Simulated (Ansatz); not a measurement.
**Run report: NiSi, single-point calculation**

- system: NiSi (P2₁3, 8 atoms in the cell)
- method: DFT PBEsol, scalar-relativistic, plane waves, PAW, spin-polarised (Ansatz 0.2.0)

The structure derives from an entry of the Crystallography Open Database. Figures and captions count atoms from 1; the log counts them from 0 in places.

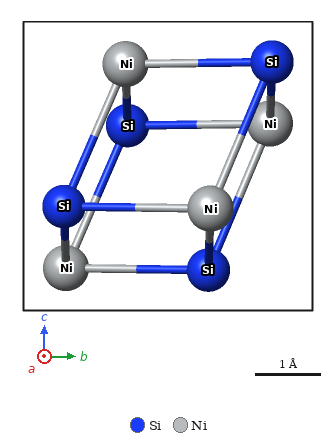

Fig. 1: The structure (ball-and-stick view of the cell of the calculation, along the a axis). An atom can appear more than once, as a periodic image. Near neighbours in the periodic cell (some may lie outside the picture): Si has 7 Ni at 2.23 to 2.47 Å; Ni has 7 Si at 2.23 to 2.47 Å.

## The input
```yaml
crystal:
  lattice:
    - [4.49678, 0.0, 0.0]
    - [0.0, 4.49678, 0.0]
    - [0.0, 0.0, 4.49678]
  atoms:
    - { symbol: Si, position: [0.8601, 0.8601, 0.8601] }
    - { symbol: Si, position: [0.6399, 0.1399, 0.3601] }
    - { symbol: Si, position: [0.3601, 0.6399, 0.1399] }
    - { symbol: Si, position: [0.1399, 0.3601, 0.6399] }
    - { symbol: Ni, position: [0.147, 0.147, 0.147], spin: 2.0 }
    - { symbol: Ni, position: [0.353, 0.853, 0.647], spin: 2.0 }
    - { symbol: Ni, position: [0.647, 0.353, 0.853], spin: 2.0 }
    - { symbol: Ni, position: [0.853, 0.647, 0.353], spin: 2.0 }
basis:
  ecutwfc: 420
kpoints:
  mp_grid: { grid: [4, 4, 4] }
hamiltonian:
  xc: pbesol
scf:
  occupations: { method: gaussian, width: 0.1 }
  lower_state_search: "off"
output:
  forces: true
  stress: true
  eigenvalues: true
  populations: true
magnetization:
  spin_polarized: true
```

Launch command:
```bash
ansatz run input.yaml --threads 2 --pin off --max-ram 5120MiB --backend cpu --events-out ev --progress --plain --runs-dir out
```

## The program's output
```
Engine: ansatz 0.2.0, x86_64-unknown-linux-gnu
Pseudopotentials: kind: paw
Pseudopotential: Si, paw, valence charge 4, recommended cutoff 420 eV (normal), Si.paw.azcp
Pseudopotential: Ni, paw, valence charge 18, recommended cutoff 420 eV (normal), Ni.paw.azcp
Functional definition: PBEsol
  exchange = pbesol_x
  correlation = pbesol_c
Crystal: 8 atoms, lattice volume = 90.930 Å³
Basis set: ecut = 420 eV, 1791 PW (Γ), exchange–correlation on 64×64×64 points (8 copies of the dense FFT grid, shifted against one another)
Bands: 58, of which v1, the nominal top of the filled ones, is band 44 counted from 1 (43 counted from 0)
Symmetry: 12 space group operations
Space group: P213 (ITA 198), of the structure as read, at distance tolerance 4.5e-5 Å
Magnetic group: BNS 198.9 (UNI 1511), of the structure as read, at distance tolerance 4.5e-5 Å
k-points: 11 of 64 (time reversal used)
Non-local potential: Si, projectors of the file, l = 0: 2, l = 1: 2, l = 2: 2
Non-local potential: Ni, projectors of the file, l = 0: 3, l = 1: 2, l = 2: 3, l = 3: 1
PAW form: soft (Blöchl's): semilocal exchange-correlation on the pseudo side does not see the compensation charge
PAW frozen core: Si, regenerated for the run's functional, and the local potential with it (the file was generated under x = pbe(κ = 0.804, μ = 0.2195149727645171), c = pbe(β = 0.06672455060314922))
PAW frozen core: Ni, regenerated for the run's functional, and the local potential with it (the file was generated under x = pbe(κ = 0.804, μ = 0.2195149727645171), c = pbe(β = 0.06672455060314922))
PAW one-centre angular grid: Si, 110 points (default); XC on 64 Gauss nodes
PAW one-centre angular grid: Ni, 590 points (default); XC on 64 Gauss nodes
Initial density: superposition of atomic densities (chi_scale 0.1, normalization cell)
Starting moments: Σ|m| = 8 μB on 4 of 8 sites
Initial wavefunctions: pseudopotential atomic-orbital guess
Functional: x = pbesol(κ = 0.804, μ = 0.12345679012345678), c = pbesol(β = 0.046)
SCF iter   1: F=—  HF=-25708.361903 eV  |F-HF|=—  |Δ(HF+E_count)|=         —  Δρ=1.91e-1 (↑1.08e-1 ↓1.91e-1)  dr2=7.72e0  dr2_m=1.82e1  M=1.263 μB ∫|m|=2.121 μB  β_m=0.30  ethr=3.10e-3  ⟨swp⟩=7.5  Hψ=5115  notcnv=0  defer=7
preconditioner: auto → Resta (q_TF=auto, 2.713 Å⁻¹)  ε∞=11.1  [insulator: Δε(μ)=0.218 eV  Ē_g=9.177 eV  σ=0.100 eV  W_gap=0.66  n_scr=26 (ndim 8)  ℏωp=29.1 eV  f_vac=0.000  D(μ)=1.29/eV (n_scr^D=6)  ε∞_Penn≈11.1]
spin=Collinear: Resta preconditioning applied to the charge; magnetization (m = ρ↑ − ρ↓) channel mixes plain (no charge-response kernel on spin).
SCF iter   2: F=—  HF=-25707.566862 eV  |F-HF|=—  |Δ(HF+E_count)|=   7.95e-1  Δρ=1.51e-1 (↑1.51e-1 ↓1.34e-1)  dr2=9.74e-1  dr2_m=1.67e1  M=1.384 μB ∫|m|=2.564 μB  β_m=0.30  ethr=3.10e-3  ⟨swp⟩=2.3  Hψ=2032  notcnv=0  defer=161
Mixer restart at iter 2: flushing history
preconditioner: auto → Kerker (q_TF=auto, 2.713 Å⁻¹)  [metal: Δε(μ)=0.091 eV  Ē_g=8.832 eV  σ=0.100 eV  W_gap=0.45  n_scr=26 (ndim 8)  ℏωp=29.1 eV  f_vac=0.000  D(μ)=1.69/eV (n_scr^D=6)]
spin=Collinear: Kerker preconditioning applied to the charge; magnetization (m = ρ↑ − ρ↓) channel mixes plain (no charge-response kernel on spin).
spin-set hold released at iteration 2 (the charge has settled, or the pull on large starting moments outlasts its swing): the magnetisation degrees of freedom join the quasi-Newton model from the next iteration; the mixer history was flushed
SCF iter   3: F=—  HF=-25708.389792 eV  |F-HF|=—  |Δ(HF+E_count)|=   8.23e-1  Δρ=1.18e-1 (↑1.02e-1 ↓1.18e-1)  dr2=1.08e0  dr2_m=1.00e1  M=1.211 μB ∫|m|=2.047 μB  β_m=0.65  ethr=1.11e-3  ⟨swp⟩=2.3  Hψ=1821  notcnv=0  defer=163
SCF iter   4: F=—  HF=-25712.897365 eV  |F-HF|=—  |Δ(HF+E_count)|=    4.51e0  Δρ=1.18e-1 (↑1.18e-1 ↓8.92e-2)  dr2=2.38e1  dr2_m=1.73e-1  M=0.532 μB ∫|m|=0.765 μB  β_m=0.45  ethr=1.11e-3  ⟨swp⟩=3.9  Hψ=2860  notcnv=0  defer=163
SCF iter   5: F=—  HF=-25709.537922 eV  |F-HF|=—  |Δ(HF+E_count)|=    3.36e0  Δρ=1.11e-2 (↑1.11e-2 ↓3.13e-3)  dr2=3.33e-2  dr2_m=4.01e-2  M=0.190 μB ∫|m|=0.358 μB  β_m=0.73  ethr=1.11e-3  ⟨swp⟩=3.0  Hψ=2751  notcnv=0  defer=147
SCF iter   6: F=—  HF=-25709.554175 eV  |F-HF|=—  |Δ(HF+E_count)|=   1.63e-2  Δρ=6.86e-3 (↑6.86e-3 ↓2.62e-3)  dr2=4.73e-2  dr2_m=4.74e-3  M=0.078 μB ∫|m|=0.148 μB  β_m=0.86  ethr=3.78e-5  ⟨swp⟩=2.0  Hψ=1912  notcnv=0  defer=147
SCF iter   7: F=—  HF=-25709.552463 eV  |F-HF|=—  |Δ(HF+E_count)|=   1.71e-3  Δρ=4.48e-4 (↑1.34e-4 ↓4.48e-4)  dr2=3.55e-4  dr2_m=3.62e-5  M=0.003 μB ∫|m|=0.008 μB  β_m=0.89  ethr=3.78e-5  ⟨swp⟩=1.5  Hψ=1439  notcnv=0  defer=147
SCF iter   8: F=—  HF=-25709.552604 eV  |F-HF|=—  |Δ(HF+E_count)|=   1.41e-4  Δρ=4.47e-4 (↑2.54e-4 ↓4.47e-4)  dr2=2.72e-4  dr2_m=1.03e-5  M=0.006 μB ∫|m|=0.009 μB  β_m=0.95  ethr=4.03e-7  ⟨swp⟩=2.0  Hψ=1714  notcnv=0  defer=147
SCF iter   9: F=—  HF=-25709.552582 eV  |F-HF|=—  |Δ(HF+E_count)|=   2.20e-5  Δρ=2.25e-4 (↑7.15e-5 ↓2.25e-4)  dr2=4.13e-5  dr2_m=5.49e-6  M=0.004 μB ∫|m|=0.005 μB  β_m=0.82  ethr=3.09e-7  ⟨swp⟩=1.1  Hψ=1157  notcnv=0  defer=147
SCF iter  10: F=—  HF=-25709.552610 eV  |F-HF|=—  |Δ(HF+E_count)|=   2.84e-5  Δρ=4.37e-5 (↑3.27e-5 ↓4.37e-5)  dr2=2.37e-7  dr2_m=1.16e-6  M=0.002 μB ∫|m|=0.002 μB  β_m=0.91  ethr=4.69e-8  ⟨swp⟩=2.2  Hψ=1504  notcnv=0  defer=147
SCF iter  11: F=—  HF=-25709.552610 eV  |F-HF|=—  |Δ(HF+E_count)|=   2.05e-7  Δρ=2.15e-5 (↑2.15e-5 ↓5.45e-6)  dr2=2.72e-7  dr2_m=1.22e-7  M=0.001 μB ∫|m|=0.001 μB  β_m=0.94  ethr=1.14e-10  ⟨swp⟩=10.4  Hψ=6219  notcnv=0
iter 12 did not close the SCF: its close was put off for a magnetic moment that had not settled (scf_convergence_deferred on its scf_iter line)
SCF iter  12: F=-25709.552610 eV  HF=-25709.552610 eV  |F-HF|=1.38e-10  |Δ(HF+E_count)|=   3.45e-9  Δρ=1.21e-6 (↑1.13e-6 ↓1.21e-6)  dr2=7.86e-10  dr2_m=8.85e-10  M=0.000 μB ∫|m|=0.000 μB  β_m=0.97  ethr=1.14e-10  ⟨swp⟩=2.8  Hψ=3911  notcnv=0
SCF iter  13: F=-25709.552610 eV  HF=-25709.552610 eV  |F-HF|=2.62e-10  |Δ(HF+E_count)|=  1.93e-10  Δρ=4.32e-7 (↑3.02e-7 ↓4.32e-7)  dr2=3.46e-10  dr2_m=6.30e-12  M=0.000 μB ∫|m|=0.000 μB  ethr=1.00e-12  ⟨swp⟩=1.0  Hψ=3227  notcnv=0
WARN: the starting moments were not kept: the SCF closed with an absolute magnetisation of 6.6e-6 μB, where they sum to 8 μB in size (4 sites). That is at most 0.1 of that sum. Measured as dr2_m measures the in/out step, that magnetisation stands 1.3e-11 eV from none, at or under the dr2_threshold of 1.0e-7 eV: it is no larger than a step whose dr2_m would equal this threshold. The system may hold no moment; this SCF shows only that its start led to no more than that. To try another start: raise the starting moments (crystal.atoms[].spin, magnetization.per_species, magnetization.initial_magnetization, or on a non-collinear deck that types none of these the spinor_matrix: blocks that start its atoms; where the total moment is fixed, keep their sum and leave initial_magnetization as it is; typed ones take the place of any that the run laid by itself, positive ones on a crystal's lanthanoids without a Hubbard term where scf.initial_density.shell_occupations: [] is typed) or, if the notice of its spin-set hold's release reads "site moments contracting" or "site moments show no strong build", lengthen the hold (scf.mixing.spin_hold: { on: { confirm: 4 } }; for m-r²SCAN on two components see the key's manual first). Each may lead to a state that holds a moment. A second SCF, from the converged charge density, with the starting moments and any scf.initial_density.shell_occupations laid on it anew, would have followed, and was not run: the deck does not ask for one (magnetization.retry_lost_moments is false, the default). To let it run, set magnetization.retry_lost_moments: true and run the deck again, where that key's refused combinations let it; where memory then withholds it, that run's warning says so.
SCF 1 converged in 13 iterations: F = -25709.552610 eV  dr2 = 3.46e-10
  greatest PAW one-centre occupation: 1.001 electrons in one spin orbital (limit 2), on the Ni atom at site 7 (counted from 0), in its partial waves of l = 1
```

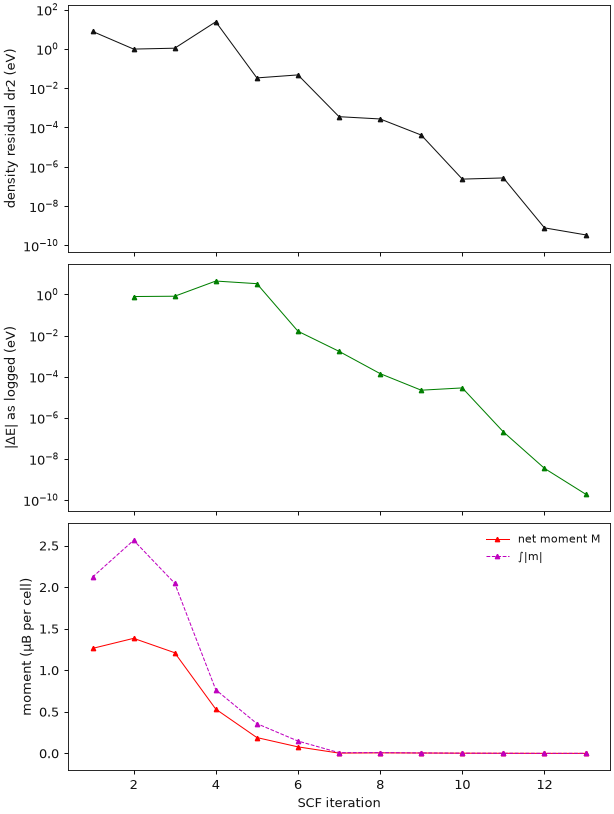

Fig. 2: Convergence of the self-consistent field: density residual dr2, size of the energy change and magnetic moment against the SCF iteration. The residual comes down, with one marked jump up, by a factor of about 20, at step 4. The net moment goes from 1.3 to 0.0 μB per cell, and ∫|m| falls to zero.

```
SCF converged after 13 iterations
Magnetization: 0.0000 μB (44.0000 up, 44.0000 down)
Absolute magnetization: 0.0000 μB (∫|ρ↑−ρ↓|, with the PAW one-centre terms)
Spin contamination: 0.0000 ħ² per cell (⟨S²⟩ above its minimum at these occupations)
Per-site moments (μB) at R_I (Å): [(3.549221429489092e-7, 0.9217576893520268), (3.5492214285250583e-7, 0.9217576893520267), (3.54922142723005e-7, 0.9217576893520267), (3.549221430111223e-7, 0.9217576893520267), (9.721625167640914e-7, 0.9217576893520268), (9.721625164498545e-7, 0.9217576893520267), (9.721625166697385e-7, 0.9217576893520267), (9.721625164609273e-7, 0.9217576893520267)]
Free energy (F): -25709.552610 eV
Harris-Foulkes:  -25709.552610 eV  (|F-HF|=2.62e-10)
Internal energy: -25709.524793 eV  (E = F + TS)
E sigma→0 (E₀):  -25709.538701 eV
Entropy (-TS):   -0.027818 eV (-3.477 meV/atom)
Fermi energy:    16.507023 eV
--- Per-component energies (eV) ---
  E_band       = -1182.669845
  E_kinetic    = 1318.482480
  E_local      = -17314.477621  (includes V_loc(G=0)·N_el)
  E_nonlocal   = 2652.865065
  E_hartree    = 7459.869805
  E_xc         = -567.303146
  E_vxc        = -638.844388  (∫ρ·V_xc dr)
  E_paw        = -8384.006987  (= ΣΔE_a)
  E_vpaw       = -2120.434077  (= ΣTr[D̂ρ^β])
  E_aug_tail   = 0.002054  (compensation charges beyond the density's cutoff)
  E_ewald      = -10875.871840
  E_core_change = 0.915398  (= ΣΔE_core)
  E_smearing   = -0.027818  (= −TS)
  E_closure    = 0.000000  (closes the sum)
  Σ components = -25709.552610   (vs F -25709.552610, Δ=0.00e0)
--- Forces (eV/Å), atoms counted from 1 ---
  atom   1  Si    -0.66997450    -0.66997450    -0.66997450
  atom   2  Si     0.66997450     0.66997450    -0.66997450
  atom   3  Si    -0.66997450     0.66997450     0.66997450
  atom   4  Si     0.66997450    -0.66997450     0.66997450
  atom   5  Ni     0.19650800     0.19650800     0.19650800
  atom   6  Ni    -0.19650800    -0.19650800     0.19650800
  atom   7  Ni     0.19650800    -0.19650800    -0.19650800
  atom   8  Ni    -0.19650800     0.19650800    -0.19650800
  max |Σ_I F_I| component: 1.67e-16 eV/Å
--- Stress (GPa, compression-positive) ---
       -2.457817       0.000000      -0.000000
        0.000000      -2.457817      -0.000000
        0.000000      -0.000000      -2.457817
  P = ⅓ Tr σ = -2.4578 GPa (-24.578 kbar)
--- Band table (eV; the first three rows and the last of 22) ---
  k-point 0 ↑: bands = ["-87.4312", "-87.4260", "-87.4260", "-87.4260", "-48.1572", "-48.1572", "-48.1572", "-48.1369", "-47.9248", "-47.9248", "-47.9248", "-47.9056", "-47.9056", "-47.8983", "-47.8983", "-47.8983", "2.1414", "7.5850", "7.5850", "7.5850", "10.1161", "10.1161", "10.1161", "11.6426", "11.6426", "11.6426", "12.3047", "12.3367", "12.3367", "12.7148", "12.7148", "12.7148", "13.0367", "13.0367", "13.0367", "14.1843", "14.1843", "14.1843", "14.2815", "14.2815", "14.7810", "14.7810", "14.7810", "17.3656", "17.3656", "17.3656", "17.8607", "17.8607", "18.3914", "18.3914", "18.3914", "20.1360", "21.1324", "21.1324", "21.1324", "23.5756", "23.8493", "23.8493"]
  k-point 1 ↑: bands = ["-87.4306", "-87.4274", "-87.4258", "-87.4254", "-48.1598", "-48.1580", "-48.1517", "-48.1391", "-47.9299", "-47.9273", "-47.9165", "-47.9050", "-47.9029", "-47.9007", "-47.9005", "-47.8974", "2.5871", "5.7838", "7.8892", "8.5772", "9.6464", "10.2476", "10.4963", "11.1615", "11.2941", "11.9654", "12.3956", "12.4130", "12.6534", "12.6822", "12.7239", "12.7462", "12.9364", "13.0042", "13.2859", "13.8061", "13.9975", "14.1838", "14.3068", "14.3507", "14.6272", "14.6349", "15.5934", "16.4861", "16.5333", "16.6767", "17.2020", "18.5362", "18.9391", "19.0081", "19.5681", "20.5239", "21.1088", "21.4456", "21.7880", "22.1155", "22.8044", "23.9955"]
  k-point 2 ↑: bands = ["-87.4291", "-87.4291", "-87.4255", "-87.4255", "-48.1595", "-48.1595", "-48.1448", "-48.1448", "-47.9305", "-47.9305", "-47.9078", "-47.9078", "-47.9029", "-47.9029", "-47.8990", "-47.8990", "3.8738", "3.8738", "8.6668", "8.6668", "9.7940", "9.7940", "10.5461", "10.5461", "11.8566", "11.8566", "12.3763", "12.3763", "12.5979", "12.5979", "12.7679", "12.7679", "13.1018", "13.1018", "13.3531", "13.3531", "14.0347", "14.0347", "14.3479", "14.3479", "14.4560", "14.4560", "15.8104", "15.8104", "16.2571", "16.2571", "19.3592", "19.3592", "19.4397", "19.4397", "19.7405", "19.7405", "20.7530", "20.7530", "21.3099", "21.3099", "24.2094", "24.2094"]
  k-point 10 ↓: bands = ["-87.4273", "-87.4273", "-87.4273", "-87.4273", "-48.1523", "-48.1523", "-48.1523", "-48.1523", "-47.9230", "-47.9230", "-47.9230", "-47.9230", "-47.8970", "-47.8970", "-47.8970", "-47.8970", "6.2619", "6.2619", "6.2619", "6.2619", "8.7348", "8.7348", "8.7348", "8.7348", "12.3106", "12.3106", "12.3106", "12.3106", "12.6306", "12.6306", "12.6306", "12.6306", "13.7288", "13.7288", "13.7288", "13.7288", "13.8728", "13.8728", "13.8728", "13.8728", "14.6785", "14.6785", "14.6785", "14.6785", "20.5596", "20.5596", "20.5596", "20.5596", "21.0293", "21.0293", "21.0293", "21.0293", "22.7463", "22.7463", "22.7463", "22.7463", "24.2385", "24.2385"]
--- Löwdin populations: 8 sites ---
  site symbol       q [e]    m [muB]
     0     Si      4.2321     0.0000
     1     Si      4.2321     0.0000
     2     Si      4.2321     0.0000
     3     Si      4.2321     0.0000
     4     Ni     17.4916     0.0000
     5     Ni     17.4916     0.0000
     6     Ni     17.4916     0.0000
     7     Ni     17.4916     0.0000
  spilling = 0.012559 (of n_electrons = 88.000000)
```

## File populations.tsv
```
# site	symbol	l	j	q_up	q_dn
# orbitals = lowdin
# n_electrons = 88.000000
# spilling = 0.012559
0	Si	0_3S	-	0.664133	0.664133
0	Si	1_3P	-	1.451900	1.451899
1	Si	0_3S	-	0.664133	0.664133
1	Si	1_3P	-	1.451900	1.451899
2	Si	0_3S	-	0.664133	0.664133
2	Si	1_3P	-	1.451900	1.451899
3	Si	0_3S	-	0.664133	0.664133
3	Si	1_3P	-	1.451900	1.451899
4	Ni	0_3S	-	0.994171	0.994171
4	Ni	0_4S	-	0.271453	0.271453
4	Ni	1_3P	-	2.997409	2.997409
4	Ni	2_3D	-	4.482786	4.482785
5	Ni	0_3S	-	0.994171	0.994171
5	Ni	0_4S	-	0.271453	0.271453
5	Ni	1_3P	-	2.997409	2.997409
5	Ni	2_3D	-	4.482786	4.482785
6	Ni	0_3S	-	0.994171	0.994171
6	Ni	0_4S	-	0.271453	0.271453
6	Ni	1_3P	-	2.997409	2.997409
6	Ni	2_3D	-	4.482786	4.482785
7	Ni	0_3S	-	0.994171	0.994171
7	Ni	0_4S	-	0.271453	0.271453
7	Ni	1_3P	-	2.997409	2.997409
7	Ni	2_3D	-	4.482786	4.482785
```

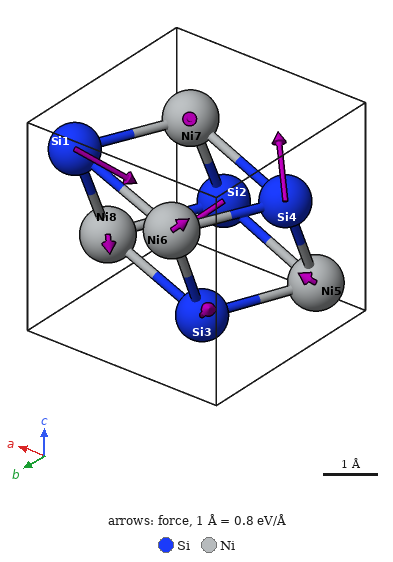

Fig. 3: Forces on the atoms as pink arrows (ball-and-stick view of the cell of the calculation, seen at an oblique angle; atoms are numbered from 1 in the order of the input). The largest act on all 4 Si atoms (1.16 eV/Å). The geometry is not a stationary point of this energy.

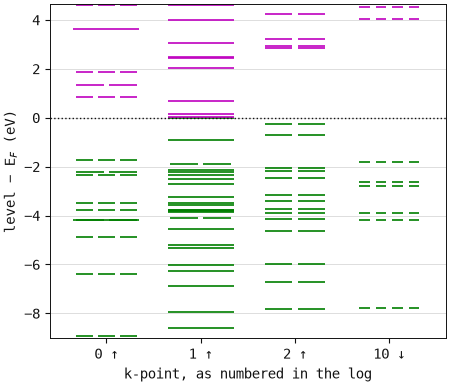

Fig. 4: Kohn–Sham levels near the Fermi level (dotted) at the few k-points that the log prints; levels within 0.02 eV of each other stand side by side. The system is metallic on the full mesh.

## Results in brief

```csv
quantity,value
outcome,converged
space group (tolerance 0.01 Å),P2₁3 (198)
electrons treated,88
free energy,−25709.5526 eV
Fermi energy,16.507 eV
gap on the k-point mesh,none (metallic)
net moment of the cell,0.00 μB
integrated absolute moment,0.00 μB
pressure,−2.46 GPa
largest force (length of the vector),1.160 eV/Å
hardware,"2 threads of AMD EPYC (Zen 5), 16 GiB of memory available, shared host"
wall time,2.7 s (CPU time 5 s)
peak memory,0.46 GiB
```

## Remarks

The program warns: some starting moments were not kept.
